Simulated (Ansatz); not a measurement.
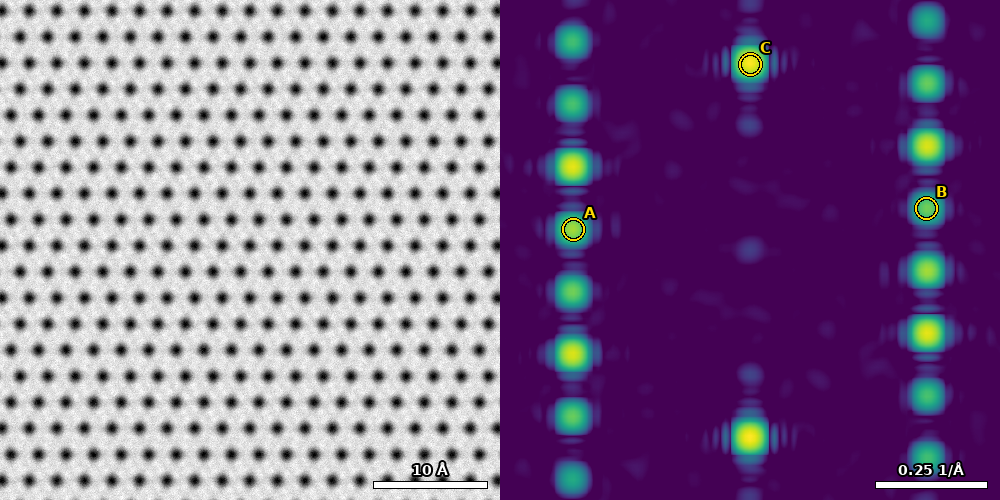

Phase-contrast TEM-like image of a crystal. Simulated in the weak-phase-object approximation with neutral-atom potentials: 80 kV, Cs = 10 µm, defocus −78 Å (negative is underfocus), defocus spread 8 Å, aperture 0.92 1/Å. Shot noise was added.

The right panel is the modulus of the image's Fourier transform on a logarithmic scale.

Which lattice spacings do the marked spots stand for, and what angle do A and B enclose?

A: 2.5 Å, B: 2.4 Å, C: 2.3 Å; A and B enclose about 160°.

The crystal is Al (R-3m, No. 166) along [100]; the spots are (0 -1 1), (012) and (009). Structure used: the end point of a relaxation with DFT PBE, scalar-relativistic, plane waves, PAW in Ansatz 0.2.0; the starting structure was generated, so it need not be a known form of this composition.
